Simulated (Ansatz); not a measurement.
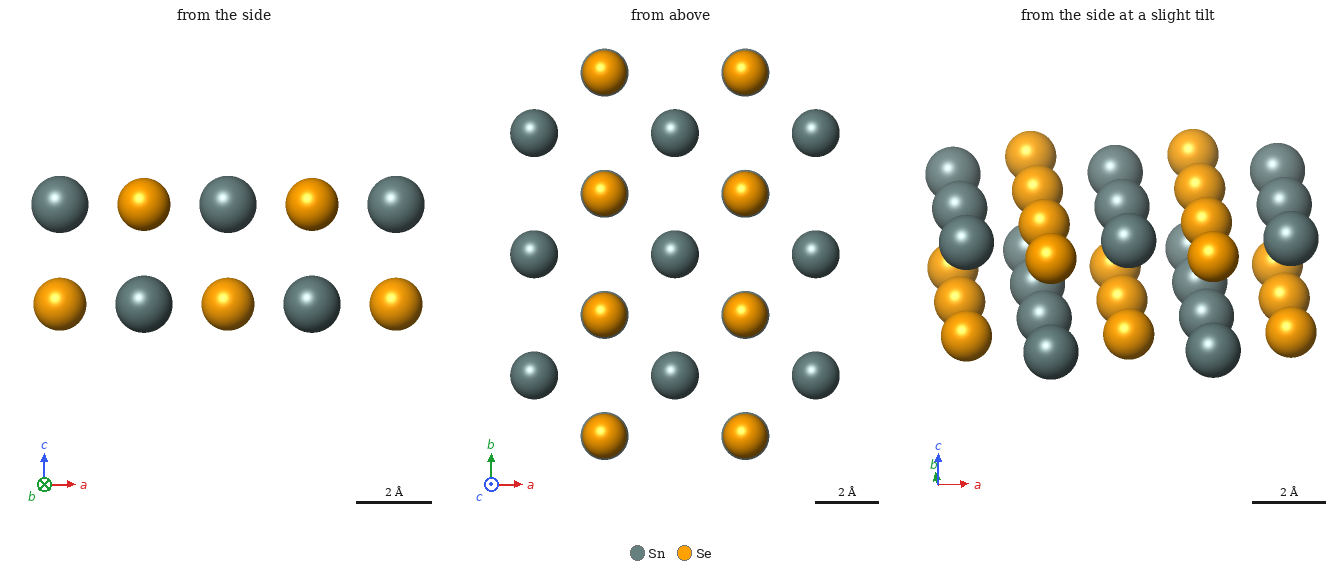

A spheres-only picture of a periodic sheet, seen from the side, from above and from the side at a slight tilt. The surface normal points up in side views; the vacuum is left out. 2×3 cells are drawn in the plane, with atoms at the edges repeated.

The cell holds 2 Sn, 2 Se.

### Which atoms form the outer planes?

The top face ends in Se and Sn, the bottom face in Se and Sn. The two faces are alike.

### How far does the slab extend along the normal?

About 2.7 Å from the lowest to the highest atom.

### State the number of planes and their content from above.

Two planes: SnSe / SnSe.

Starting structure: a structure listed in the Materials Project. The cell was then strained or its atoms displaced on purpose. Ansatz was used for an electronic-structure calculation on it.
